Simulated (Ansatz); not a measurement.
```cif
data_structure
_symmetry_space_group_name_H-M 'P 1'
_symmetry_Int_Tables_number 1
_cell_length_a 2.6249
_cell_length_b 5.3666
_cell_length_c 8.8529
_cell_angle_alpha 90.000
_cell_angle_beta 89.987
_cell_angle_gamma 90.000
_cell_volume 124.71
loop_
_atom_site_label
_atom_site_type_symbol
_atom_site_fract_x
_atom_site_fract_y
_atom_site_fract_z
_atom_site_occupancy
Mo1 Mo 0.25000 0.25000 0.75000 1
Mo2 Mo 0.75000 0.75000 0.75000 1
Mo3 Mo 0.25000 0.75000 0.25000 1
Mo4 Mo 0.75000 0.25000 0.25000 1
Mo5 Mo 0.00000 0.00010 0.50000 1
Mo6 Mo 0.50000 0.50010 0.50000 1
Mo7 Mo 0.00000 0.50010 0.00000 1
Mo8 Mo 0.50000 0.00010 0.00000 1
```

Space group Fddd; set up as Mo, beta-Sn type; a generated structure, not necessarily the stable one; changed on purpose from its base cell (volume × 1.0); computed without spin polarisation.

These are results of DFT, PBEsol, plane waves (420 eV) with PAW, scalar-relativistic in Ansatz 0.2.0, not measurements.

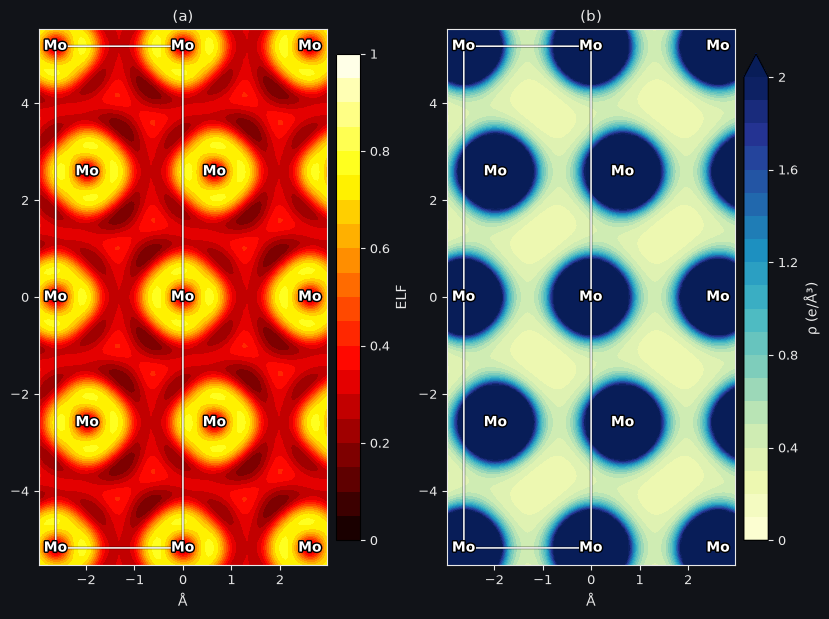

Mo. (a) ELF; (b) valence charge density (pseudo) on the (011) plane of the conventional cell.

The density is the valence pseudo-density of a PAW calculation; it isn't the true density close to the nuclei.

Read the bonding off the picture.

Answer.
- The section cuts through Mo sites.
- Mo–Mo (2.62 Å): ρ is about 0.45 e/Å³ halfway; the ELF is about 0.30 at the midpoint (no localised pair shows between them).
- Mo–Mo (2.67 Å): ρ at the midpoint is about 0.42 e/Å³; the ELF is about 0.30 at the midpoint.
- Between the atoms the lowest density in this plane is 0.23 e/Å³.
- The features right at Mo lie inside the PAW spheres, where the map follows smoothed inner orbitals and isn't to be read closely.
